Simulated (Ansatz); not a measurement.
## Run report: P, geometry relaxation (part 2 of 2)

The same run, continued: P (Cmce, 4 atoms in the cell); DFT, PBE, dispersion d3bj, plane waves, PAW, no spin polarisation (Ansatz 0.2.0); cutoff 420 eV, 6×6×4 k-mesh, Fermi–Dirac smearing of 0.15 eV. The structure derives from an entry of the Crystallography Open Database. The settings are looser than a standard set-up, so the numbers are not reference values.

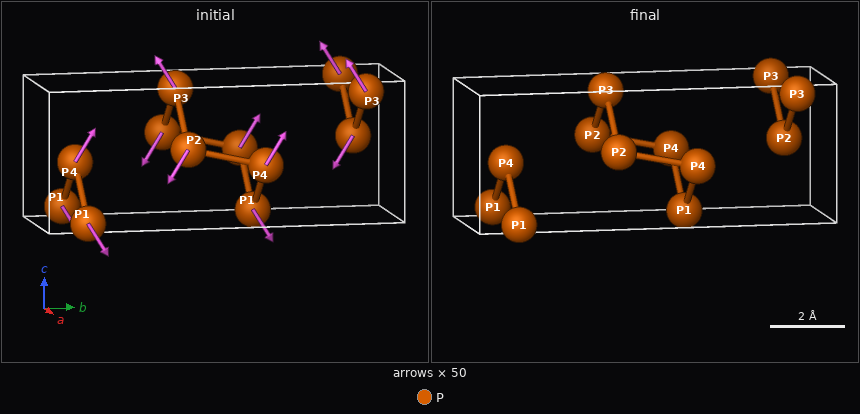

Before (left) and after (right) the relaxation, at one scale (ball-and-stick view of the cell 2 times as large as that of the calculation, set on its symmetry axes, seen slightly off an axis). The pink arrows give the displacements (without the part carried along by the change of the cell), magnified 50 times. The energy falls by 15.1 meV per cell of the calculation in 4 geometry steps. The largest force component goes from 0.21 to 0.00089 eV/Å. Pressure: 3.87 GPa at the start and 1.52 GPa at the end. The largest moves relative to the cell, 0.022 Å, are those of P1, P2, P3 and P4. The drawn cell changes at constant volume: a 3.350 → 3.407 Å (+1.7 %), b 9.920 → 9.959 Å (+0.4 %), c 3.900 → 3.820 Å (−2.1 %). Among the contacts that change: P1–P4 2.219 → 2.245 Å, P1–P3 2.219 → 2.240 Å. The space group stays Cmce (No. 64). A last SCF at the same geometry on a re-selected plane-wave basis shifts the energy by −0.1 meV per cell of the calculation. (Atoms are counted from 1 in the order of the input.)

```
basis re-selected at this cell: Δ(F+E_penalty+E_count) = -1.032e-4 eV, ΔP = +0.002 GPa vs the last step (what re-selecting the basis moved, of the pressure what is left beyond the Pulay correction that the steps carried, after the strain that the cell walked since its last selection, with what the two solves' SCF thresholds leave and, on support functions, any second-order correction that the steps lacked; it is no measure of the basis error at this ecutwfc). This SCF's stress stands 4.96e-2 GPa from its target on what of the cell is left free (relax.cell.stress_tol is 1.00e-1 GPa) and its largest allowed force component is 8.87e-4 eV/Å (relax.f_tol is 1.00e-2 eV/Å): within both
SCF converged after 4 iterations
Free energy (F): -3024.156885 eV
Harris-Foulkes:  -3024.156885 eV  (|F-HF|=8.64e-12)
Internal energy: -3024.115248 eV  (E = F + TS)
E sigma→0 (E₀):  -3024.136066 eV
Entropy (-TS):   -0.041637 eV (-10.409 meV/atom)
Fermi energy:    9.554435 eV
--- Per-component energies (eV) ---
  E_band       = 56.129618
  E_kinetic    = 283.962312
  E_local      = -173.515283  (includes V_loc(G=0)·N_el)
  E_nonlocal   = 135.622780
  E_hartree    = 42.535479
  E_xc         = -247.194739
  E_vxc        = -244.909219  (∫ρ·V_xc dr)
  E_paw        = -2277.303727  (= ΣΔE_a)
  E_vpaw       = -30.101872  (= ΣTr[D̂ρ^β])
  E_aug_tail   = 0.000013  (compensation charges beyond the density's cutoff)
  E_ewald      = -786.483684
  E_disp       = -1.738400  (pairwise vdW)
  E_smearing   = -0.041637  (= −TS)
  E_closure    = 0.000000  (closes the sum)
  Σ components = -3024.156885   (vs F -3024.156885, Δ=0.00e0)
--- Forces (eV/Å), atoms counted from 1 ---
  atom   1  P      0.00000000     0.00088713    -0.00053080
  atom   2  P      0.00000000    -0.00088713    -0.00053080
  atom   3  P     -0.00000000    -0.00088713     0.00053080
  atom   4  P     -0.00000000     0.00088713     0.00053080
  max |Σ_I F_I| component: 5.20e-18 eV/Å
--- Stress (GPa, compression-positive) ---
        1.519876      -0.000000      -0.000000
       -0.000000       1.562852       0.000000
       -0.000000       0.000000       1.467000
  P = ⅓ Tr σ = 1.5166 GPa (15.166 kbar)
--- Band table (eV; the first three rows and the last of 39) ---
  k-point 0: bands = ["-6.7003", "-2.8114", "1.1297", "1.8518", "4.3720", "5.0009", "5.9575", "6.4093", "7.0348", "8.5499", "10.8092", "11.3960", "11.5127", "13.6728"]
  k-point 1: bands = ["-6.1740", "-3.0835", "-0.0596", "2.1875", "3.5317", "5.4262", "5.7181", "6.6068", "7.3834", "9.0435", "11.0946", "11.2647", "11.6191", "12.8326"]
  k-point 2: bands = ["-4.7042", "-4.7042", "0.6804", "0.6804", "4.1207", "4.1207", "6.3772", "6.3772", "8.9949", "8.9949", "10.8115", "10.8115", "10.8786", "10.8786"]
  k-point 38: bands = ["-4.4247", "-4.4247", "-0.7513", "-0.7513", "6.2305", "6.2305", "7.3002", "7.3002", "8.5813", "8.5813", "10.7182", "10.7182", "11.6481", "11.6481"]
--- Relaxed structure (5 steps of the walk, 5 accepted, 1 SCFs on fresh bases) ---
  F+E_penalty+E_count = -3024.15688476 eV   max|allowed force component| = 8.871e-4 eV/Å   (the final SCF, on the basis selected at the relaxed cell)
  cell:  # Å, volume = 64.8019 Å³
    - [1.7033746542515928, -4.979470300739858, 4.640035507456543e-18]
    - [1.7033746542515928, 4.979470300739858, -4.640035507456546e-18]
    - [-2.9920451824536e-33, -3.648419310745763e-18, 3.8200081280701763]
  atoms:
    - { symbol: P, position: [0.8898233165193757, 0.11017668348062426, 0.058535649798298284] }
    - { symbol: P, position: [0.6101766834806244, 0.3898233165193757, 0.5585356497982985] }
    - { symbol: P, position: [0.11017668348062426, 0.8898233165193757, 0.9414643502017018] }
    - { symbol: P, position: [0.3898233165193757, 0.6101766834806244, 0.4414643502017017] }
```

## Trajectory as extended XYZ (Å, eV, eV/Å), 6 frames, from step=1 to step=6
```
4
Lattice="1.6749 -4.9601 0.0000 1.6749 4.9601 0.0000 0.0000 0.0000 3.9000" Properties=species:S:1:pos:R:3:forces:R:3 step=1 energy=-3024.14169 pressure_GPa=3.87
P     1.6749   -3.8787    0.2474    0.0000   0.2110  -0.1691
P     1.6749   -1.0814    2.1975    0.0000  -0.2110  -0.1691
P     1.6749    3.8787    3.6526    0.0000  -0.2110   0.1691
P     1.6749    1.0814    1.7026    0.0000   0.2110   0.1691
4
Lattice="1.6861 -4.9307 0.0000 1.6861 4.9307 0.0000 0.0000 0.0000 3.8974" Properties=species:S:1:pos:R:3:forces:R:3 step=2 energy=-3024.15036 pressure_GPa=2.75
P     1.6861   -3.8425    0.2456    0.0000   0.0492  -0.1148
P     1.6861   -1.0882    2.1943    0.0000  -0.0492  -0.1148
P     1.6861    3.8425    3.6519    0.0000  -0.0492   0.1148
P     1.6861    1.0882    1.7031    0.0000   0.0492   0.1148
4
Lattice="1.6920 -4.9477 0.0000 1.6920 4.9477 0.0000 0.0000 0.0000 3.8704" Properties=species:S:1:pos:R:3:forces:R:3 step=3 energy=-3024.15447 pressure_GPa=2.02
P     1.6920   -3.8534    0.2356    0.0000  -0.0188  -0.0355
P     1.6920   -1.0943    2.1708    0.0000   0.0188  -0.0355
P     1.6920    3.8534    3.6348    0.0000   0.0188   0.0355
P     1.6920    1.0943    1.6996    0.0000  -0.0188   0.0355
4
Lattice="1.7122 -4.9667 0.0000 1.7122 4.9667 0.0000 0.0000 0.0000 3.8101" Properties=species:S:1:pos:R:3:forces:R:3 step=4 energy=-3024.15542 pressure_GPa=1.48
P     1.7122   -3.8707    0.2272    0.0000   0.0052  -0.0718
P     1.7122   -1.0960    2.1323    0.0000  -0.0052  -0.0718
P     1.7122    3.8707    3.5828    0.0000  -0.0052   0.0718
P     1.7122    1.0960    1.6778    0.0000   0.0052   0.0718
4
Lattice="1.7034 -4.9795 0.0000 1.7034 4.9795 0.0000 0.0000 0.0000 3.8200" Properties=species:S:1:pos:R:3:forces:R:3 step=5 energy=-3024.15678 pressure_GPa=1.51
P     1.7034   -3.8822    0.2236    0.0000   0.0009  -0.0005
P     1.7034   -1.0972    2.1336    0.0000  -0.0009  -0.0005
P     1.7034    3.8822    3.5964    0.0000  -0.0009   0.0005
P     1.7034    1.0972    1.6864    0.0000   0.0009   0.0005
4
Lattice="1.7034 -4.9795 0.0000 1.7034 4.9795 0.0000 0.0000 0.0000 3.8200" Properties=species:S:1:pos:R:3:forces:R:3 step=6 energy=-3024.15688 pressure_GPa=1.52
P     1.7034   -3.8822    0.2236    0.0000   0.0009  -0.0005
P     1.7034   -1.0972    2.1336    0.0000  -0.0009  -0.0005
P     1.7034    3.8822    3.5964    0.0000  -0.0009   0.0005
P     1.7034    1.0972    1.6864    0.0000   0.0009   0.0005
```

The run was set up as follows.

## Input
```yaml
crystal:
  lattice:
    - [1.6749452841, -4.9600582183, 0.0]
    - [1.6749452841, 4.9600582183, 0.0]
    - [0.0, 0.0, 3.9000503675]
  atoms:
    - { symbol: P, position: [0.890990459, 0.109009541, 0.0634449728] }
    - { symbol: P, position: [0.609009541, 0.390990459, 0.5634449728] }
    - { symbol: P, position: [0.109009541, 0.890990459, 0.9365550272] }
    - { symbol: P, position: [0.390990459, 0.609009541, 0.4365550272] }
basis:
  ecutwfc: 420
kpoints:
  mp_grid: { grid: [6, 6, 4] }
hamiltonian:
  xc: pbe
  dispersion: d3bj
scf:
  occupations: { method: fermi_dirac, width: 0.15 }
output:
  forces: true
  stress: true
  eigenvalues: true
  write_density: true
  write_potential: true
  elf: true
  volumetric_format: npy
relax:
  adjacent_minimum: "off"
  f_tol: 0.01
  max_steps: 30
  cell: { stress_tol: 0.1, fix: [volume] }
```

Run as:
```bash
ansatz run input.yaml --threads 1 --pin off --max-ram 2560MiB --backend cpu --events-out ev --progress --plain --runs-dir out
```

## Summary

```json
{"quantity": "outcome", "value": "converged"}
{"quantity": "space group (tolerance 0.01 Å)", "value": "Cmce (64)"}
{"quantity": "electrons treated", "value": "20"}
{"quantity": "free energy", "value": "−3024.1569 eV"}
{"quantity": "Fermi energy", "value": "9.554 eV"}
{"quantity": "gap on the k-point mesh", "value": "none (metallic)"}
{"quantity": "pressure", "value": "1.52 GPa"}
{"quantity": "final volume", "value": "64.80 Å³"}
{"quantity": "largest force (length of the vector) at the end", "value": "0.001 eV/Å"}
{"quantity": "final cell", "value": "a = 5.263 Å, b = 5.263 Å, c = 3.820 Å, α = 90.00°, β = 90.00°, γ = 142.23°"}
{"quantity": "hardware", "value": "1 thread of Intel Xeon @ 2.50GHz (Skylake/Cascade Lake), 64 GiB of memory available, shared host"}
{"quantity": "wall time", "value": "17 s"}
{"quantity": "peak memory", "value": "0.39 GiB"}
```

## Notes

Settings chosen away from the usual ones: volume x 0.94, shape and atoms relaxed. These settings are looser than, or depart from, a standard set-up, so the numbers are not reference values for this system. Results for this metal are sensitive to the k-point mesh.
